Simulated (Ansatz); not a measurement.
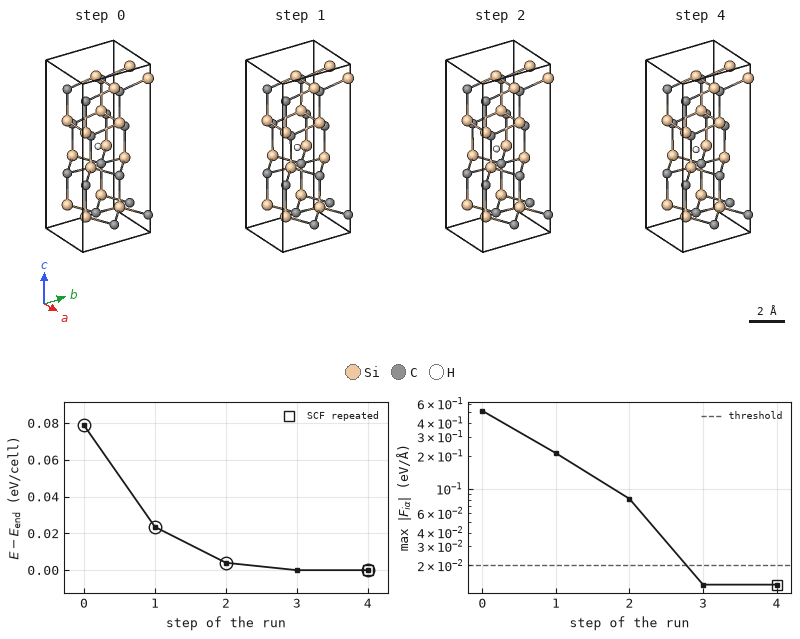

Frames of a relaxation of a defect cell of composition Si₁₆HC₁₆, marked on the history of the run. A ball-and-stick model of the cell of the calculation (origin shifted), seen slightly off an axis.

Case: H interstitial, charge +0, atoms relaxed.

Theory: DFT PBE, scalar-relativistic, plane waves, PAW in Ansatz. Settings: plane-wave cutoff 420 eV; k-point mesh 2 × 2 × 2; occupations gaussian; smearing width 0.02 eV; collinear spin; atoms relaxed in a fixed cell; force threshold 0.02 eV/Å; at most 60 steps.

What happens along the run?

Answer. After 3 accepted moves (4 points after the start) the energy has fallen by 78.8 meV per cell of the calculation. The largest force component goes from 0.52 to 0.013 eV/Å. 1 step only repeated the SCF at the same geometry. The atom that moves furthest is the H atom (0.26 Å roughly along [−2 −1 −2]). Largest moves by element: H 0.26 Å, C 0.03 Å, Si 0.02 Å. The lattice vectors keep their values. Near-neighbour distances that change, for instance: C–Si 1.896 → 1.880 Å, C–Si 1.905 → 1.916 Å. Among the angles between lasting bonds that change: Si–C–Si 109.4° → 107.2°. The run took 2.4 min on 4 threads of AMD EPYC 7571 (shared host), peak memory 1.4 GiB. From step 0 to 1: the H atom moves most (0.09 Å), energy −55.2 meV per cell of the calculation. From step 1 to 2: the H atom moves most (0.11 Å), energy −19.5 meV per cell of the calculation. From step 2 to 4: the H atom moves most (0.06 Å), energy −4.0 meV per cell of the calculation.

| step | E − E(0), meV/atom | largest force component, eV/Å | note |
| --- | --- | --- | --- |
| 0 | 0.00 | 0.5164 |  |
| 1 | -1.67 | 0.2120 |  |
| 2 | -2.27 | 0.0812 |  |
| 3 | -2.39 | 0.0134 |  |
| 4 | -2.39 | 0.0134 | same geometry, SCF repeated |

Limits of the set-up: the k-point mesh is coarse for a cell with partly filled bands; the periodic images lie only 6.2 Å apart, so the values are limited by the cell's size.
